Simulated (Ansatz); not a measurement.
# Ir6O (slab): what the fields show

Input file:

```
crystal:
  lattice:
    - [5.4297315514, 0.0, 0.0]
    - [-2.7148657757, 4.7022854592, 0.0]
    - [0.0, 0.0, 23.6682572471]
  atoms:
    - { symbol: Ir, position: [0.3333333333, 0.1666666667, 0.3380054525] }
    - { symbol: Ir, position: [0.3333333333, 0.6666666667, 0.3380054525] }
    - { symbol: Ir, position: [0.8333333333, 0.1666666667, 0.3380054525] }
    - { symbol: Ir, position: [0.8333333333, 0.6666666667, 0.3380054525] }
    - { symbol: Ir, position: [0.6666666667, 0.3333333333, 0.4316616351] }
    - { symbol: Ir, position: [0.6666666667, 0.8333333333, 0.4316616351] }
    - { symbol: Ir, position: [0.1666666667, 0.3333333333, 0.4316616351] }
    - { symbol: Ir, position: [0.1666666667, 0.8333333333, 0.4316616351] }
    - { symbol: Ir, position: [0.0, 0.5, 0.5253178178] }
    - { symbol: Ir, position: [0.0, 0.0, 0.5253178178] }
    - { symbol: Ir, position: [0.5, 0.5, 0.5253178178] }
    - { symbol: Ir, position: [0.5, 0.0, 0.5253178178] }
    - { symbol: O, position: [0.25, 0.5, 0.6106641945] }
    - { symbol: O, position: [0.25, 0.5, 0.6628395612] }
hamiltonian:
  xc: pbe
  pseudopotentials: { kind: paw }
kpoints:
  mp_grid: { grid: [6, 6, 1] }
scf:
  occupations: { method: fermi_dirac, width: 0.05 }
output:
  forces: true
  eigenvalues: true
  write_density: true
  write_potential: true
  elf: true
  volumetric_format: npy
efield:
  axis: 3
  dipole_correction: true
  ramp_width: 0.04
```

Run with:

```sh
ansatz run input.yaml --threads 4 --pin off --max-ram 11264MiB --backend cpu --events-out ev --progress --plain --runs-dir out
```

Not relaxed (largest force 1.4 eV/Å).

Computed with Kohn-Sham DFT of a periodic cell, PBE, Ansatz PAW (Ansatz).

Core electrons are frozen (PAW), and the valence fields are smoothed inside the atomic spheres.

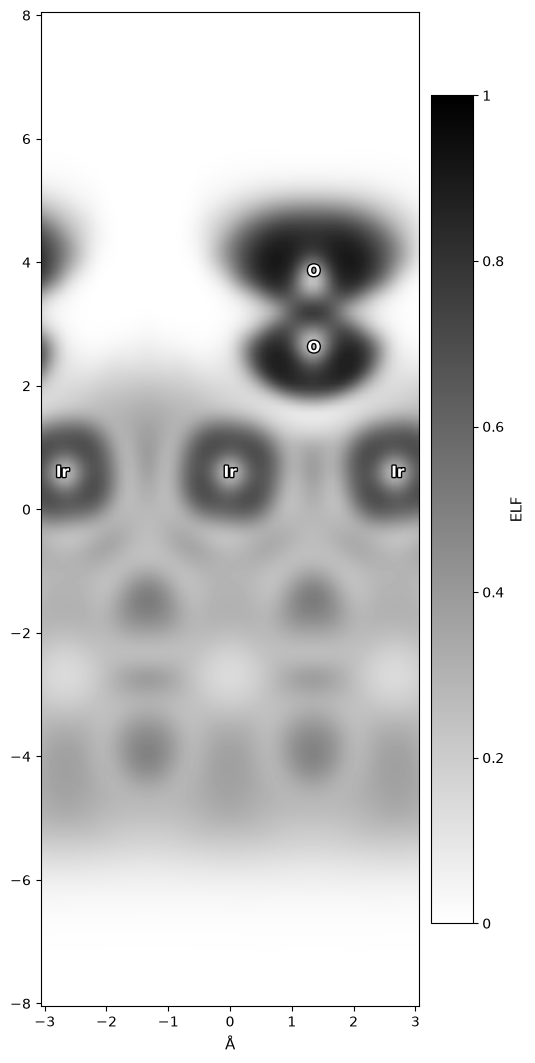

Figure 1. Electron localisation function on the (010) plane of the calculation cell, a cut from vacuum to vacuum.

### Read the bonding off the picture.

- Atoms in the plane: Ir and O.
- Atoms just off the plane (Ir, 0.8 Å away) can leave unmarked features too.
- O–O (1.24 Å): the ELF peaks at about 0.75 between the atoms.
- Ir–O (2.43 Å): the ELF is about 0.15 at the midpoint; no localised pair shows between them.
- The ELF also peaks beside O, away from the bonds: lone-pair regions.
- The features right at Ir lie inside the PAW spheres, where the map follows smoothed inner orbitals and isn't to be read closely.

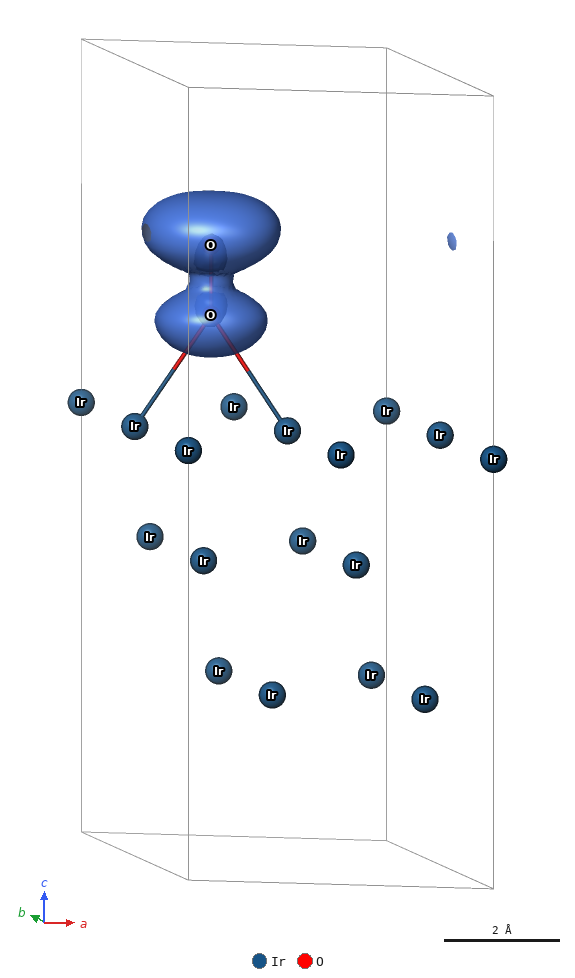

Figure 2. Isosurface of the ELF at 0.6 (blue), seen slightly off an axis. Core shells and regions of very low density are left out. Sticks mark near contacts.

### Describe the localisation domains.

The ELF exceeds this value in one region between bonded O–O atoms, counted in one cell of 14 atoms. Counts are for one cell; the picture repeats the cell along the surface.

### Metal or insulator at this level of theory?

It is gapless in this calculation (a metal or semimetal).
